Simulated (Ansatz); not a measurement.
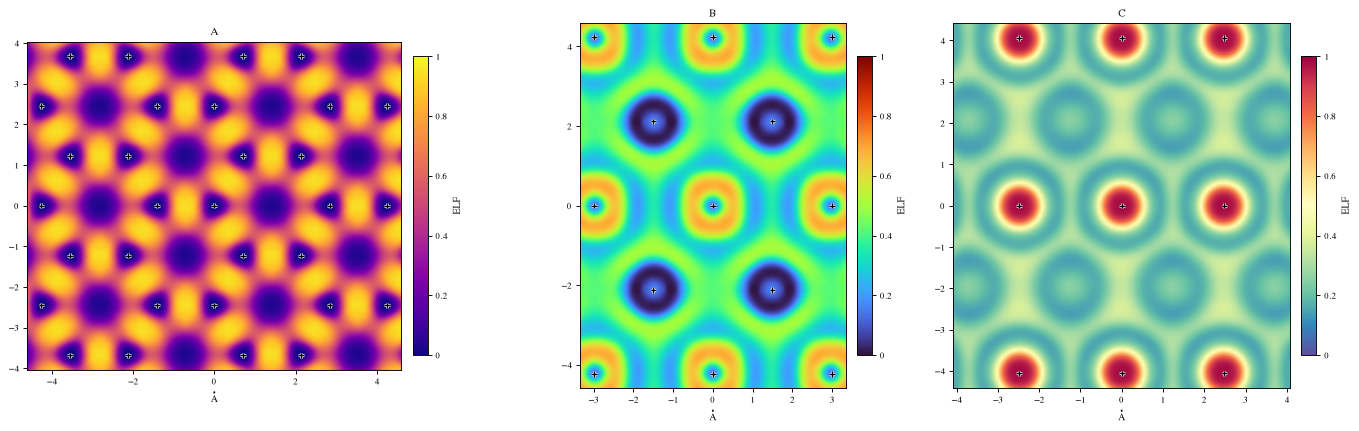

The ELF of 3 systems, each on a plane through atoms (crosses mark nuclei in the plane).

Theory: Kohn-Sham DFT of a periodic cell, PBE, Ansatz PAW (Ansatz).

System 1: AlRu, the (101) plane of the conventional cell. Space group Pm-3m; computed pressure about 2 GPa in this cell.

```yaml
crystal:
  lattice:
    - [2.99160, 0.00000, 0.00000]
    - [0.00000, 2.99160, 0.00000]
    - [0.00000, 0.00000, 2.99160]
  atoms:
    - { symbol: Ru, position: [0.50000, 0.50000, 0.50000] }
    - { symbol: Al, position: [0.00000, 0.00000, 0.00000] }
```

System 2: Co, the (100) plane of the conventional cell. Space group P-3m1; a structure from a database of computed crystals, not necessarily the ambient phase; not relaxed (largest force 0.5 eV/Å); spin-polarised.

```cif
data_structure
_symmetry_space_group_name_H-M 'P 1'
_symmetry_Int_Tables_number 1
_cell_length_a 2.4874
_cell_length_b 2.4874
_cell_length_c 4.0633
_cell_angle_alpha 90.000
_cell_angle_beta 90.000
_cell_angle_gamma 120.000
_cell_volume 21.77
loop_
_atom_site_label
_atom_site_type_symbol
_atom_site_fract_x
_atom_site_fract_y
_atom_site_fract_z
_atom_site_occupancy
Co1 Co 0.33333 0.66667 0.74014 1
Co2 Co 0.66667 0.33333 0.25986 1
```

System 3: C, the (001) plane of the conventional cell. Space group C2/m; a structure from a database of computed crystals, not necessarily the ambient phase; computed pressure about 4 GPa in this cell.

Which map belongs to which system?

Panel A is system 3, C: the plane holds C. C–C (1.42 Å): the ELF peaks at about 0.95 between the atoms: a covalent bond. Panel B is system 1, AlRu: the plane holds Ru and Al. Al–Ru (2.59 Å): the ELF is about 0.35 at the midpoint. Panel C is system 2, Co: the plane holds Co. Co–Co (2.49 Å): the ELF is about 0.25 at the midpoint (no localised pair shows between them).
